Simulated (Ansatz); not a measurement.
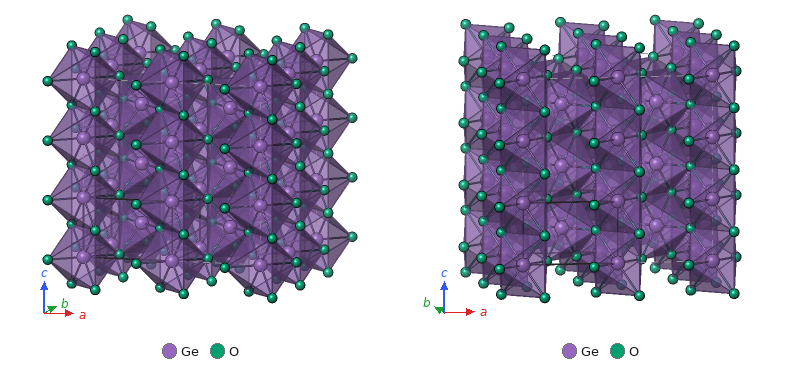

Polyhedra are drawn about Ge (bonds: Ge–O below 2.2 Å); other atoms are plain spheres. Two views of the same piece.

System GeO2 (space group P4_2/mnm, No. 136); source of the atomic positions: the geometry relaxed with DFT PBE, scalar-relativistic, plane waves, PAW (Ansatz 0.2.0).

Sharing among the drawn polyhedra:

```csv
site,polyhedron,corner-sharing neighbours,edge-sharing,face-sharing,bond (Å)
Ge,GeO6 octahedron,8,2,0,1.90–1.95
```

They form a three-dimensional framework of corner- and edge-sharing octahedra.
